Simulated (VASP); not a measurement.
# SiC with PBE: from relaxation to properties, part 2 of 7

Aim: relax SiC, then compute properties on the relaxed cell. The start is a cell from a database of measured crystal structures.

VASP 6.6.1; PBE; plane waves and PAW (Si, C).

So far, gap on the k-mesh (eV): step 2 (full relaxation (PBE)) 1.78.

**3. Second relaxation**

The basis stayed that of the start cell while the cell moved. A rerun from the cell reached resets it; the error of the finite cutoff stays.

File INCAR:

```
SYSTEM = SiC
PREC = Accurate
ENCUT = 520
EDIFF = 1E-06
NELM = 100
ISMEAR = 0
SIGMA = 0.05
LREAL = .FALSE.
ALGO = Normal
GGA = PE
NBANDS = 48
LORBIT = 11
LWAVE = .FALSE.
LCHARG = .FALSE.
KPAR = 8
IBRION = 2
NSW = 60
ISIF = 3
EDIFFG = -0.01
```

File POSCAR:

```
SiC
1.0
    3.0951883398      0.0000000000      0.0000000000
   -1.5475941699      2.6805117318      0.0000000000
    0.0000000000      0.0000000000     20.2424600926
Si C
8 8
Direct
    0.3333333333      0.6666666667      0.2501058413
    0.6666666667      0.3333333333      0.7501058413
    0.3333333333      0.6666666667      0.6250128476
    0.6666666667      0.3333333333      0.1250128476
    0.0000000000      0.0000000000      0.0000970167
    0.0000000000      0.0000000000      0.5000970167
    0.3333333333      0.6666666667      0.8751755169
    0.6666666667      0.3333333333      0.3751755169
    0.3333333333      0.6666666667      0.9688982207
    0.6666666667      0.3333333333      0.4688982207
    0.0000000000      0.0000000000      0.0938727303
    0.0000000000      0.0000000000      0.5938727303
    0.3333333333      0.6666666667      0.3441112040
    0.6666666667      0.3333333333      0.8441112040
    0.3333333333      0.6666666667      0.7187266224
    0.6666666667      0.3333333333      0.2187266224
```

File KPOINTS:

```
Automatic mesh
0
Gamma
8 8 2
0 0 0
```

The projector-augmented-wave data sets are Si and C (PBE family, release 64).

Run with:

```bash
$ mpirun -np 8 vasp_std
```

Output:

```text
[banner, memory and clock lines left out]
running    8 mpi-ranks, on    1 nodes
 distrk:  each k-point on    1 cores,    8 groups
 distr:  one band on    1 cores,    1 groups

 POSCAR found type information on POSCAR SiC
 POSCAR found :  2 types and      16 ions
 [... a notice as in an earlier step ...]

 LDA part: xc-table for (Slater+PW92), standard interpolation
 POSCAR, INCAR and KPOINTS ok, starting setup
 FFT: planning ... GRIDC
 FFT: planning ... GRID_SOFT
 FFT: planning ... GRID
 WAVECAR not read
 entering main loop
       N       E                     dE             d eps       ncg     rms          rms(c)
DAV:   1     0.170361280677E+03    0.17036E+03   -0.29084E+04  1920   0.120E+03
DAV:   2    -0.117644891299E+03   -0.28801E+03   -0.26968E+03  2488   0.213E+02
DAV:   3    -0.134730059325E+03   -0.17085E+02   -0.16963E+02  2472   0.489E+01
DAV:   4    -0.135005762282E+03   -0.27570E+00   -0.27506E+00  2448   0.705E+00
DAV:   5    -0.135011658369E+03   -0.58961E-02   -0.58926E-02  2408   0.989E-01    0.245E+01
DAV:   6    -0.120844054720E+03    0.14168E+02   -0.42118E+01  2400   0.207E+01    0.109E+01
DAV:   7    -0.120555924377E+03    0.28813E+00   -0.42790E+00  2544   0.677E+00    0.470E+00
DAV:   8    -0.120496921626E+03    0.59003E-01   -0.27434E-01  2320   0.180E+00    0.152E+00
DAV:   9    -0.120490338807E+03    0.65828E-02   -0.40904E-02  2384   0.807E-01    0.209E-01
DAV:  10    -0.120491276786E+03   -0.93798E-03   -0.32141E-03  2440   0.210E-01    0.111E-01
DAV:  11    -0.120491486197E+03   -0.20941E-03   -0.43836E-04  2288   0.996E-02    0.232E-02
DAV:  12    -0.120491488488E+03   -0.22910E-05   -0.18166E-05  2488   0.171E-02    0.104E-02
DAV:  13    -0.120491490499E+03   -0.20111E-05   -0.18030E-06  1704   0.577E-03    0.217E-03
DAV:  14    -0.120491491193E+03   -0.69384E-06   -0.28446E-07  1488   0.227E-03
   1 F= -.12049149E+03 E0= -.12049149E+03  d E =-.120491E+03
 curvature:   0.00 expect dE= 0.000E+00 dE for cont linesearch  0.000E+00
 trial: gam= 0.00000 g(F)=  0.226E-04 g(S)=  0.839E-06 ort = 0.000E+00 (trialstep = 0.100E+01)
 search vector abs. value=  0.234E-04
 reached required accuracy - stopping structural energy minimisation
```

It took 22 s on 8 MPI ranks of AMD EPYC 9R14 (Zen 4), shared host; peak memory 2.8 GiB.

OUTCAR, selected parts (step 3):

```text
  LATTYP: Found a hexagonal cell.
 ALAT       =     3.0951883398
 C/A-ratio  =     6.5399768513

 Found     20 irreducible k-points:

   dimension x,y,z NGX =    24 NGY =   24 NGZ =  160
   dimension x,y,z NGXF=    48 NGYF=   48 NGZF=  320

   ENCUT  =  520.0 eV  38.22 Ry    6.18 a.u.   5.75  5.75 37.64*2*pi/ulx,y,z

   NELECT =      64.0000    total number of electrons

 E-fermi :   8.2095

 k-point     1 :       0.0000    0.0000    0.0000
  band No.  band energies     occupation
    ...
     28       7.8051      2.00000
     29       7.8051      2.00000
     30       7.9519      2.00000
     31       7.9815      2.00000
     32       7.9815      2.00000
     33      13.0674      0.00000
     34      13.1319      0.00000
     35      13.4578      0.00000
     36      13.7206      0.00000
     37      13.9167      0.00000
    ...

 k-point     2 :       0.1250   -0.0000    0.0000
  band No.  band energies     occupation
    ...
     28       7.2001      2.00000
     29       7.5716      2.00000
     30       7.6120      2.00000
     31       7.7895      2.00000
     32       7.8612      2.00000
     33      13.1846      0.00000
     34      13.3345      0.00000
     35      13.4390      0.00000
     36      13.8223      0.00000
     37      13.9019      0.00000
    ...

  Total        0.0113919      0.0113919     -0.0043173      0.0000000      0.0000000      0.0000000
  in kB        0.1086776      0.1086776     -0.0411870      0.0000000      0.0000000      0.0000000
  external PRESSURE =       0.0587228 kB  Pullay stress =       0.0000000 kB

  energy-cutoff  :      520.00
  volume of cell :      167.95
      direct lattice vectors                 reciprocal lattice vectors
     3.095188340  0.000000000  0.000000000     0.323082117  0.186531547  0.000000000
    -1.547594170  2.680511732  0.000000000     0.000000000  0.373063094  0.000000000
     0.000000000  0.000000000 20.242460093     0.000000000  0.000000000  0.049401110

 POSITION                                       TOTAL-FORCE (eV/Angst)
 -----------------------------------------------------------------------------------
     -0.00000      1.78701      5.06276         0.000000     -0.000000     -0.002608
      1.54759      0.89350     15.18399        -0.000000      0.000000     -0.002608
     -0.00000      1.78701     12.65180         0.000000     -0.000000     -0.007717
      1.54759      0.89350      2.53057        -0.000000      0.000000     -0.007717
      0.00000      0.00000      0.00196         0.000000     -0.000000     -0.002990
      0.00000      0.00000     10.12319        -0.000000     -0.000000     -0.002990
     -0.00000      1.78701     17.71571         0.000000     -0.000000     -0.000234
      1.54759      0.89350      7.59448        -0.000000      0.000000     -0.000234
     -0.00000      1.78701     19.61288        -0.000000     -0.000000      0.009748
      1.54759      0.89350      9.49165         0.000000     -0.000000      0.009748
      0.00000      0.00000      1.90021         0.000000     -0.000000     -0.003166
      0.00000      0.00000     12.02145        -0.000000     -0.000000     -0.003166
     -0.00000      1.78701      6.96566         0.000000     -0.000000     -0.000329
      1.54759      0.89350     17.08689        -0.000000      0.000000     -0.000329
     -0.00000      1.78701     14.54879        -0.000000      0.000000      0.007297
      1.54759      0.89350      4.42756         0.000000     -0.000000      0.007297
 -----------------------------------------------------------------------------------
    total drift:                               -0.000000     -0.000000      0.000910

  FREE ENERGIE OF THE ION-ELECTRON SYSTEM (eV)
  ---------------------------------------------------
  free  energy   TOTEN  =      -120.4914911926 eV

  energy  without entropy=     -120.4914911926  energy(sigma->0) =     -120.49149119

 total charge
# of ion       s       p       d       tot
------------------------------------------
    1        0.706   0.960   0.000   1.666
    2        0.706   0.960   0.000   1.666
    3        0.706   0.961   0.000   1.668
    4        0.706   0.961   0.000   1.668
    5        0.706   0.961   0.000   1.668
    6        0.706   0.961   0.000   1.668
    7        0.707   0.958   0.000   1.665
    8        0.707   0.958   0.000   1.665
    9        0.836   1.695   0.000   2.531
   10        0.836   1.695   0.000   2.531
   11        0.836   1.696   0.000   2.532
   12        0.836   1.696   0.000   2.532
   13        0.836   1.696   0.000   2.532
   14        0.836   1.696   0.000   2.532
   15        0.836   1.694   0.000   2.530
   16        0.836   1.694   0.000   2.530
--------------------------------------------------
tot         12.339  21.244   0.000  33.583

[... 4 parts as in an earlier step ...]

[... 7 further parts left out ...]
```

Little changed from the start: no atom moved by 0.005 Å and no cell edge by 0.1 %.

This step gave:

| Quantity | Value |
| --- | --- |
| free energy (TOTEN) | -120.4915 eV |
| Fermi energy | 8.210 eV |
| pressure | 0.005872 GPa |
| SCF cycles over all ionic steps | 14 |

It ends with a largest force of 0.010 eV/Å and a pressure of 0.01 GPa. The volume moved by under 0.01 %: the run met its threshold at the first step.

**4. Density, ELF and potential (PBE)**

The relaxed cell gets a fresh self-consistent run, on a basis set for its own volume, to fix the density and to check the remaining stress.

Changes to INCAR since step 3:

```diff
@@ -13,7 +13,5 @@
 LWAVE = .FALSE.
-LCHARG = .FALSE.
-KPAR = 8
-IBRION = 2
-NSW = 60
-ISIF = 3
-EDIFFG = -0.01
+LCHARG = .TRUE.
+ISIF = 2
+LELF = .TRUE.
+LVHAR = .TRUE.
```

POSCAR is that of step 3.

KPOINTS is that of step 3.

Run with:

```bash
$ mpirun -np 8 vasp_std
```

Output:

```text
[banner, memory and clock lines left out]
running    8 mpi-ranks, on    1 nodes
 distrk:  each k-point on    8 cores,    1 groups
 distr:  one band on    1 cores,    8 groups

 POSCAR found type information on POSCAR SiC
 POSCAR found :  2 types and      16 ions
 [... a notice as in an earlier step ...]

 LDA part: xc-table for (Slater+PW92), standard interpolation
 POSCAR, INCAR and KPOINTS ok, starting setup
 FFT: planning ... GRIDC
 FFT: planning ... GRID_SOFT
 FFT: planning ... GRID
 WAVECAR not read
 entering main loop
       N       E                     dE             d eps       ncg     rms          rms(c)
DAV:   1     0.170361280675E+03    0.17036E+03   -0.29084E+04  1920   0.120E+03
[... 10 cycles as in an earlier step ...]
DAV:  12    -0.120491488488E+03   -0.22912E-05   -0.18166E-05  2488   0.171E-02    0.104E-02
DAV:  13    -0.120491490499E+03   -0.20109E-05   -0.18030E-06  1704   0.577E-03    0.217E-03
DAV:  14    -0.120491491193E+03   -0.69389E-06   -0.28446E-07  1488   0.227E-03
   1 F= -.12049149E+03 E0= -.12049149E+03  d E =-.411085E-12
```

It took 19 s on 8 MPI ranks; peak memory 1.1 GiB.

OUTCAR, selected parts (step 4):

```text
 Found     20 irreducible k-points:

   NELECT =      64.0000    total number of electrons

 E-fermi :   8.2095

  Total        0.0113919      0.0113919     -0.0043174      0.0000000      0.0000000      0.0000000
  in kB        0.1086776      0.1086776     -0.0411871      0.0000000      0.0000000      0.0000000
  external PRESSURE =       0.0587227 kB  Pullay stress =       0.0000000 kB

 POSITION                                       TOTAL-FORCE (eV/Angst)
 -----------------------------------------------------------------------------------
     -0.00000      1.78701      5.06276        -0.000000     -0.000000     -0.002608
      1.54759      0.89350     15.18399         0.000000     -0.000000     -0.002608
     -0.00000      1.78701     12.65180         0.000000     -0.000000     -0.007717
      1.54759      0.89350      2.53057        -0.000000     -0.000000     -0.007717
      0.00000      0.00000      0.00196         0.000000      0.000000     -0.002990
      0.00000      0.00000     10.12319        -0.000000     -0.000000     -0.002990
     -0.00000      1.78701     17.71571         0.000000     -0.000000     -0.000234
      1.54759      0.89350      7.59448        -0.000000     -0.000000     -0.000234
     -0.00000      1.78701     19.61288         0.000000     -0.000000      0.009748
      1.54759      0.89350      9.49165        -0.000000      0.000000      0.009748
      0.00000      0.00000      1.90021         0.000000     -0.000000     -0.003166
      0.00000      0.00000     12.02145        -0.000000     -0.000000     -0.003166
     -0.00000      1.78701      6.96566        -0.000000      0.000000     -0.000329
      1.54759      0.89350     17.08689         0.000000     -0.000000     -0.000329
     -0.00000      1.78701     14.54879         0.000000     -0.000000      0.007297
      1.54759      0.89350      4.42756        -0.000000      0.000000      0.007297
 -----------------------------------------------------------------------------------
    total drift:                               -0.000000     -0.000000      0.000910

  FREE ENERGIE OF THE ION-ELECTRON SYSTEM (eV)
  ---------------------------------------------------
  free  energy   TOTEN  =      -120.4914911927 eV

  energy  without entropy=     -120.4914911927  energy(sigma->0) =     -120.49149119

[... 17 parts as in an earlier step ...]
```

This step gave:

```
SCF cycles : 14
```

Valence electrons inside each PAW sphere by angular momentum. Sphere charges, by row:

```
atom  s (e)  p (e)  d (e)  tot (e)
 Si1  0.706   0.96      0    1.666
 Si2  0.706   0.96      0    1.666
 Si3  0.706  0.961      0    1.668
 Si4  0.706  0.961      0    1.668
 Si5  0.706  0.961      0    1.668
 Si6  0.706  0.961      0    1.668
 Si7  0.707  0.958      0    1.665
 Si8  0.707  0.958      0    1.665
  C9  0.836  1.695      0    2.531
 C10  0.836  1.695      0    2.531
 C11  0.836  1.696      0    2.532
 C12  0.836  1.696      0    2.532
 C13  0.836  1.696      0    2.532
 C14  0.836  1.696      0    2.532
 C15  0.836  1.694      0     2.53
 C16  0.836  1.694      0     2.53
```

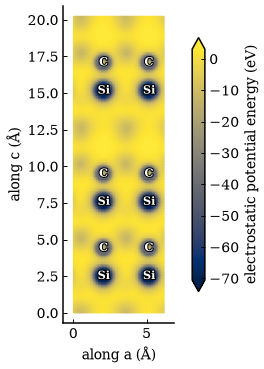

Electrostatic potential energy in the ac plane at fractional y = 0.333, with atoms of Si and C within 0.2 Å of it. With pseudopotentials it is smooth inside the atoms' cores, unlike the true potential.

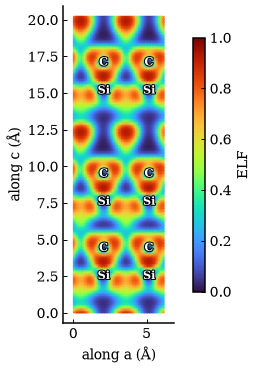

ELF in the ac plane at fractional y = 0.333, with atoms of Si and C within 0.2 Å of it. It is the smooth field of the valence electrons, not physical close to the nuclei.

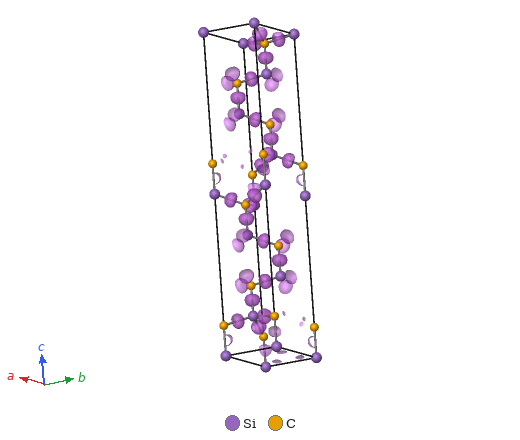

Surface of ELF = 0.85. Bonds to atoms that aren't drawn are left out.

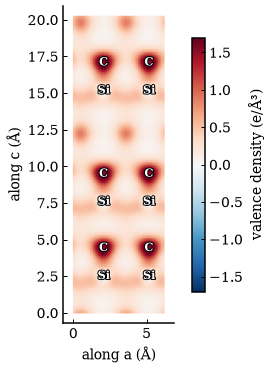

Valence density in the ac plane at fractional y = 0.333, with atoms of Si and C within 0.2 Å of it. It is the smooth field of the valence electrons, not physical close to the nuclei.

In this run the pressure is 0.01 GPa, small enough to go on.

[end of part 2 of 7]

[Lines on the potential files, build, host, timing and source positions are cut from VASP's logs without a mark.]

[Logs are printed without paths, hosts, clocks, repeated set-up lines and the standing remarks that a program may print on its own settings, such as how far it seeks lower states.]

[Hosts, paths, dates, database ids (printed as entryN), source tags and the programs' standing remarks are cut or masked in the printed files.]

[A measured line is paired with the nearest computed mode of its activity, which favours agreement.]
